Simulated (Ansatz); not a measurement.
**Single-point calculation of MoS2**

The run: single-point calculation of MoS2 (R3m, 3 atoms in the cell). Method and program: DFT, PBEsol, plane waves, PAW, no spin polarisation (Ansatz 0.2.0).

The structure derives from an entry of the Crystallography Open Database. The geometry comes from this level: r2scan-rvv10. Figures and captions count atoms from 1; the log counts them from 0 in places.

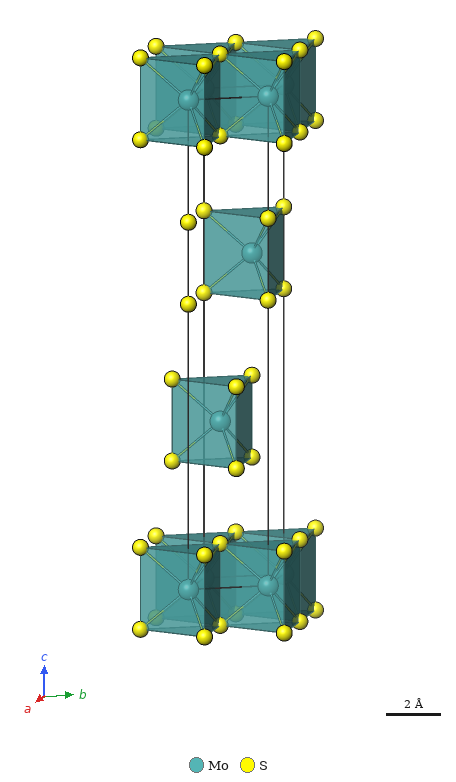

**Figure 1.** The input geometry (polyhedral view of the cell 3 times as large as that of the calculation, set on its symmetry axes, seen slightly off an axis; polyhedra are completed across the faces of the cell).

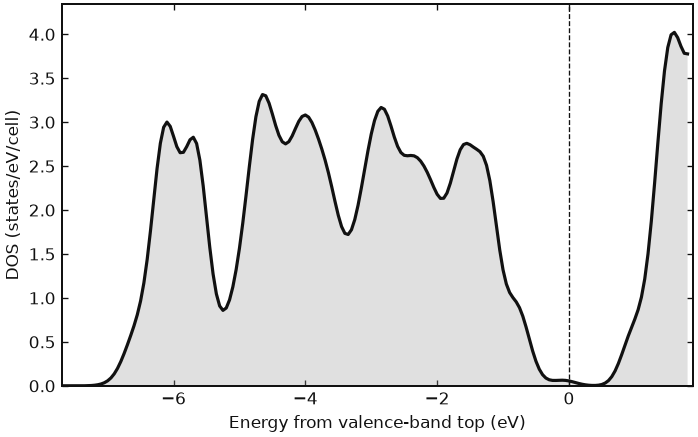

**Figure 2.** Density of states (the curve is built from the levels of the k mesh with Gaussians 0.4 eV wide, which also blur the band edges), with energies from the valence-band top. There is a gap of 0.91 eV on the k-point mesh. The curves stop near 1.8 eV above the Fermi level, where the computed bands end. Small ripples come from the finite k-point mesh.

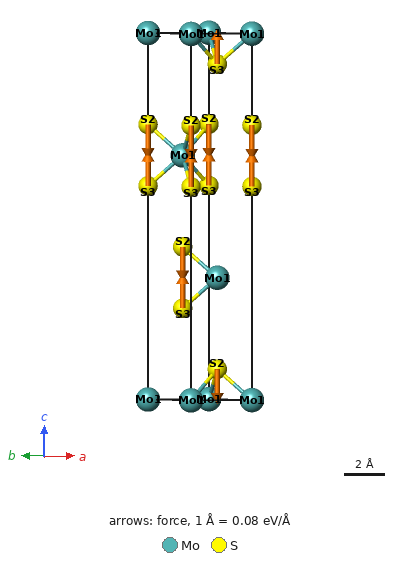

**Figure 3.** Forces on the atoms as orange arrows (ball-and-stick view of the cell 3 times as large as that of the calculation, set on its symmetry axes, seen at an oblique angle; atoms are numbered from 1 in the order of the input); the smallest are left out. The largest act on S2, S3 (0.14 eV/Å). The geometry is not a stationary point of this energy.

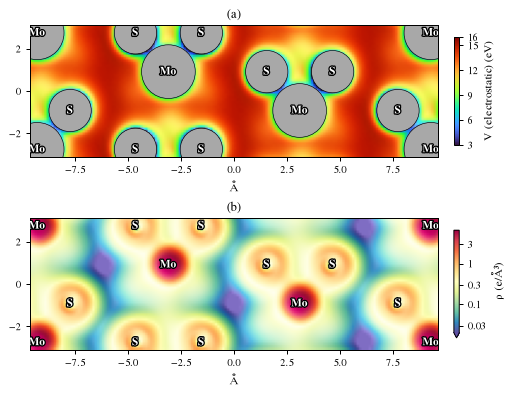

**Figure 4.** (a) electrostatic potential energy of an electron; (b) valence electron density on the (110) plane of the conventional cell. Grey discs, where drawn, cover atomic cores. The section cuts through Mo and S sites. Mo–S (2.40 Å): ρ is about 0.61 e/Å³ halfway. Away from the nuclei the density in this plane falls to 0.01 e/Å³ at its lowest. Outside the cores the potential energy rises away from the atoms and is highest about 2.3 Å from the nearest atoms; outside the discs it spans about 12 eV, and its zero is arbitrary. Core electrons are frozen (PAW), so the fields are smoothed inside the atomic spheres.

These pictures come from the run below.

**Input**
```yaml
crystal:
  lattice:
    - [1.5875903435, 0.9165957122, 6.193928007]
    - [-1.5875903435, 0.9165957122, 6.193928007]
    - [0.0, -1.8331914244, 6.193928007]
  atoms:
    - { symbol: Mo, position: [9.65174e-05, 9.65174e-05, 9.65174e-05] }
    - { symbol: S, position: [0.2497906771, 0.2497906771, 0.2497906771] }
    - { symbol: S, position: [0.4171128055, 0.4171128055, 0.4171128055] }
kpoints:
  mp_grid: { grid: [6, 6, 6] }
hamiltonian:
  xc: pbesol
scf:
  occupations: { method: fixed }
  n_extra_bands: 4
output:
  forces: true
  stress: true
  eigenvalues: true
  write_density: true
  write_potential: true
  elf: true
  volumetric_format: npy
```

Launch command:
```bash
ansatz run input.yaml --threads 4 --pin off --max-ram 3686MiB --backend cpu --events-out ev --progress --plain --runs-dir out
```

**What the program printed**
```
basis.fft_grid_basis auto: the FFT boxes are laid along the combinations [[1, -1, 0], [0, 1, 0], [0, -1, 1]] of the cell's own vectors, 3.175, 6.460 and 3.175 Å long. The dense box has 24×45×24 points. Along the cell's own vectors, as sized, it would have 45×45×45, 3.52 times as many. Of the 6 symmetry operations that the crystal satisfies within crystal.symmetry.tolerance (time reversal apart; of a slab, those that keep its plane) the dense box along the cell's own vectors carries 6, and the one as laid loses 4 of those. basis.fft_grid_basis: typed keeps the cell's own vectors: state it where this run's energies or levels are differenced outside the engine with another run's, or held beside a run that keeps those vectors. Those combinations have planes normal to reciprocal vector 3, as the cell's own vectors have. Each planar average written beside output.write_density, output.write_potential has a row for each plane of the box: 24. The volumetric files lie along those combinations, not along the cell's own vectors: a cube or XSF file states them, and fields.json those of NumPy files.
scf.n_extra_bands = 4 over 13 filled bands (N_el = 26.0): the run solves 17 bands
Engine: ansatz 0.2.0, aarch64-unknown-linux-gnu
Pseudopotentials: kind: paw
Pseudopotential: Mo, paw, valence charge 14, recommended cutoff 420 eV (normal), Mo.paw.azcp
Pseudopotential: S, paw, valence charge 6, recommended cutoff 420 eV (normal), S.paw.azcp
Functional definition: PBEsol
  exchange = pbesol_x
  correlation = pbesol_c
Crystal: 3 atoms, lattice volume = 54.080 Å³
Basis set: ecut = 420 eV, 1035 PW (Γ), FFT grids on a1−a2, a2, −a2+a3, exchange–correlation on 48×90×48 points (8 copies of the dense FFT grid, shifted against one another)
Bands: 17, of which v1, the nominal top of the filled ones, is band 13 counted from 1 (12 counted from 0)
Symmetry: 6 space group operations
Space group: R3m (ITA 160), of the structure as read, at distance tolerance 3.8e-5 Å
k-points: 32 of 216 (time reversal used)
Non-local potential: Mo, projectors of the file, l = 0: 3, l = 1: 2, l = 2: 2, l = 3: 1
Non-local potential: S, projectors of the file, l = 0: 2, l = 1: 2, l = 2: 2
PAW form: soft (Blöchl's): semilocal exchange-correlation on the pseudo side does not see the compensation charge
PAW frozen core: Mo, regenerated for the run's functional, and the local potential with it (the file was generated under x = pbe(κ = 0.804, μ = 0.2195149727645171), c = pbe(β = 0.06672455060314922))
PAW frozen core: S, regenerated for the run's functional, and the local potential with it (the file was generated under x = pbe(κ = 0.804, μ = 0.2195149727645171), c = pbe(β = 0.06672455060314922))
PAW one-centre angular grid: Mo, 590 points (default); XC on 64 Gauss nodes
PAW one-centre angular grid: S, 110 points (default); XC on 64 Gauss nodes
Initial density: superposition of atomic densities (neutral atoms: chi_scale 0, normalization atom), corrected by the library's trained network
Initial wavefunctions: pseudopotential atomic-orbital guess
Functional: x = pbesol(κ = 0.804, μ = 0.12345679012345678), c = pbesol(β = 0.046)
SCF iter   1: F=—  HF=-6670.154644 eV  |F-HF|=—  |Δ(HF+E_count)|=         —  Δρ=6.61e-3  dr2=1.71e-2  ethr=1.77e-3  ⟨swp⟩=4.9  Hψ=2562  notcnv=0  defer=59
preconditioner: auto → none  [insulator: Δε(μ)=0.913 eV  Ē_g=8.109 eV  n_scr=16 (ndim 8)  ℏωp=21.4 eV  f_vac=0.018  ε∞_Penn≈8.0]
SCF iter   2: F=—  HF=-6670.160641 eV  |F-HF|=—  |Δ(HF+E_count)|=   6.00e-3  Δρ=5.51e-3  dr2=3.78e-2  ethr=6.58e-5  ⟨swp⟩=2.4  Hψ=1088  notcnv=0  defer=64
SCF iter   3: F=—  HF=-6670.157715 eV  |F-HF|=—  |Δ(HF+E_count)|=   2.93e-3  Δρ=3.46e-3  dr2=1.29e-2  ethr=6.58e-5  ⟨swp⟩=2.2  Hψ=839  notcnv=0  defer=63
SCF iter   4: F=—  HF=-6670.156856 eV  |F-HF|=—  |Δ(HF+E_count)|=   8.58e-4  Δρ=1.47e-3  dr2=1.56e-3  ethr=4.96e-5  ⟨swp⟩=1.7  Hψ=572  notcnv=0  defer=61
SCF iter   5: F=—  HF=-6670.156894 eV  |F-HF|=—  |Δ(HF+E_count)|=   3.77e-5  Δρ=4.08e-4  dr2=1.69e-4  ethr=6.00e-6  ⟨swp⟩=2.1  Hψ=663  notcnv=0  defer=64
SCF iter   6: F=—  HF=-6670.156888 eV  |F-HF|=—  |Δ(HF+E_count)|=   6.22e-6  Δρ=9.37e-5  dr2=3.28e-6  ethr=6.50e-7  ⟨swp⟩=2.1  Hψ=732  notcnv=0  defer=3
SCF iter   7: F=—  HF=-6670.156880 eV  |F-HF|=—  |Δ(HF+E_count)|=   7.45e-6  Δρ=2.80e-5  dr2=1.76e-7  ethr=1.26e-8  ⟨swp⟩=2.1  Hψ=785  notcnv=0
SCF iter   8: F=-6670.156881 eV  HF=-6670.156881 eV  |F-HF|=7.73e-9  |Δ(HF+E_count)|=   2.10e-7  Δρ=4.47e-6  dr2=4.63e-9  ethr=3.85e-10  ⟨swp⟩=10.9  Hψ=4188  notcnv=0
SCF 1 converged in 8 iterations: F = -6670.156881 eV  dr2 = 4.63e-9
  greatest PAW one-centre occupation: 0.999 electrons in one spin orbital (limit 2), on the Mo atom at site 0 (counted from 0), in its partial waves of l = 0
SCF converged after 8 iterations
Free energy (F): -6670.156881 eV
Harris-Foulkes:  -6670.156881 eV  (|F-HF|=7.73e-9)
Internal energy: -6670.156881 eV  (E = F + TS)
E sigma→0 (E₀):  -6670.156881 eV
Fermi energy:    10.698577 eV
--- Per-component energies (eV) ---
  E_band       = -162.025682
  E_kinetic    = 655.171164
  E_local      = -1999.877704  (includes V_loc(G=0)·N_el)
  E_nonlocal   = 201.360649
  E_hartree    = 769.993993
  E_xc         = -375.266212
  E_vxc        = -404.039178  (∫ρ·V_xc dr)
  E_paw        = -4311.824202  (= ΣΔE_a)
  E_vpaw       = -154.628744  (= ΣTr[D̂ρ^β])
  E_aug_tail   = 0.000037  (compensation charges beyond the density's cutoff)
  E_ewald      = -1610.047804
  E_core_change = 0.333198  (= ΣΔE_core)
  E_smearing   = -0.000000  (= −TS)
  E_closure    = -0.000000  (closes the sum)
  Σ components = -6670.156881   (vs F -6670.156881, Δ=0.00e0)
--- Forces (eV/Å), atoms counted from 1 ---
  atom   1  Mo     0.00000000    -0.00000000     0.00164197
  atom   2  S      0.00000000     0.00000000     0.14193384
  atom   3  S      0.00000000    -0.00000000    -0.14360033
  max |Σ_I F_I| component: 2.45e-5 eV/Å
--- Stress (GPa, compression-positive) ---
       -3.146886       0.000000       0.000000
        0.000000      -3.146886      -0.000000
        0.000000      -0.000000      -1.174273
  P = ⅓ Tr σ = -2.4893 GPa (-24.893 kbar)
--- Band table (eV; the first three rows and the last of 32) ---
  k-point 0: bands = ["-50.7615", "-24.9462", "-24.7177", "-24.7177", "-4.2815", "-2.6075", "3.7886", "7.3355", "7.3355", "8.4444", "8.4444", "9.4622", "9.5326", "12.7175", "12.7175", "13.1136", "13.1136"]
  k-point 1: bands = ["-50.7518", "-24.9266", "-24.8168", "-24.7402", "-3.8698", "-2.4771", "4.2399", "6.5683", "7.3422", "7.7562", "7.8815", "9.3795", "9.6026", "12.1427", "12.7291", "12.7683", "13.3034"]
  k-point 2: bands = ["-50.7321", "-25.0104", "-24.8873", "-24.7850", "-2.9012", "-2.1762", "4.4925", "5.7269", "6.0329", "7.0665", "8.6514", "8.6732", "8.9452", "12.1071", "12.2920", "13.7262", "13.9688"]
  k-point 31: bands = ["-50.7615", "-24.9463", "-24.7177", "-24.7177", "-4.0388", "-3.0160", "4.7665", "7.2239", "7.3215", "7.3215", "8.4715", "8.4715", "10.6986", "12.8081", "12.8081", "12.9869", "12.9869"]
```

**File rho_z.tsv**
```
# z_ang	rho[e/angstrom^3]
# format = ansatz-planar-average/11
# lattice	1.587590344	0.916595712	6.193928007
# lattice	-1.587590344	0.916595712	6.193928007
# lattice	0.000000000	-1.833191424	6.193928007
# sites	3
# site	42	0.000000000	0.000000000	0.001793465
# site	16	0.000000000	0.000000000	4.641556412
# site	16	0.000000000	0.000000000	7.750700064
0.000000	7.181429e-1
0.269146	7.434827e-1
0.538293	7.429175e-1
0.807439	7.134671e-1
1.076586	6.600979e-1
1.345732	5.960858e-1
1.614879	5.361180e-1
1.884025	4.888457e-1
2.153172	4.546079e-1
2.422318	4.280183e-1
2.691465	4.034632e-1
2.960611	3.787429e-1
3.229758	3.533988e-1
3.498904	3.270560e-1
3.768050	3.004860e-1
4.037197	2.764190e-1
4.306343	2.610739e-1
4.575490	2.644536e-1
4.844636	2.953961e-1
5.113783	3.555168e-1
5.382929	4.370500e-1
5.652076	5.255178e-1
5.921222	6.065186e-1
6.190369	6.716651e-1
```

**File v_z.tsv**
```
# z_ang	v_es[eV]	v_tot[eV]
# format = ansatz-planar-average/11
# xc	pbesol
# density_cutoff_ev	1680
# datasets	Mo=:simpson_from_first_knot:soft:shift=-753884	S=:simpson_from_first_knot:soft:shift=-322627
# lattice	1.587590344	0.916595712	6.193928007
# lattice	-1.587590344	0.916595712	6.193928007
# lattice	0.000000000	-1.833191424	6.193928007
# sites	3
# site	42	0.000000000	0.000000000	0.001793465
# site	16	0.000000000	0.000000000	4.641556412
# site	16	0.000000000	0.000000000	7.750700064
0.000000	2.274289e0	-9.075126e0
0.269146	1.420710e0	-1.029103e1
0.538293	8.802244e-1	-1.114466e1
0.807439	6.585426e-1	-1.162344e1
1.076586	6.729902e-1	-1.177822e1
1.345732	8.749528e-1	-1.162692e1
1.614879	1.275570e0	-1.116901e1
1.884025	1.870237e0	-1.043922e1
2.153172	2.597805e0	-9.513028e0
2.422318	3.418227e0	-8.439302e0
2.691465	4.362981e0	-7.202391e0
2.960611	5.452836e0	-5.780121e0
3.229758	6.599149e0	-4.246452e0
3.498904	7.669117e0	-2.755606e0
3.768050	8.592278e0	-1.434236e0
4.037197	9.325761e0	-3.710044e-1
4.306343	9.743951e0	2.797910e-1
4.575490	9.673556e0	3.194134e-1
4.844636	9.070379e0	-3.138812e-1
5.113783	8.070004e0	-1.477773e0
5.382929	6.876604e0	-2.937078e0
5.652076	5.640494e0	-4.510792e0
5.921222	4.449853e0	-6.088536e0
6.190369	3.319141e0	-7.629533e0
```

**Key numbers**

- outcome: converged
- space group (tolerance 0.01 Å): R3m (160)
- electrons treated: 26
- free energy: −6670.1569 eV
- Fermi energy: 10.699 eV
- gap on the k-point mesh: 0.91 eV
- pressure: −2.49 GPa
- largest force (length of the vector): 0.144 eV/Å
- hardware: 4 threads of Arm Neoverse N1, 98 GiB of memory available, shared host
- wall time: 2.4 s (CPU time 7.6 s)
- peak memory: 0.4 GiB
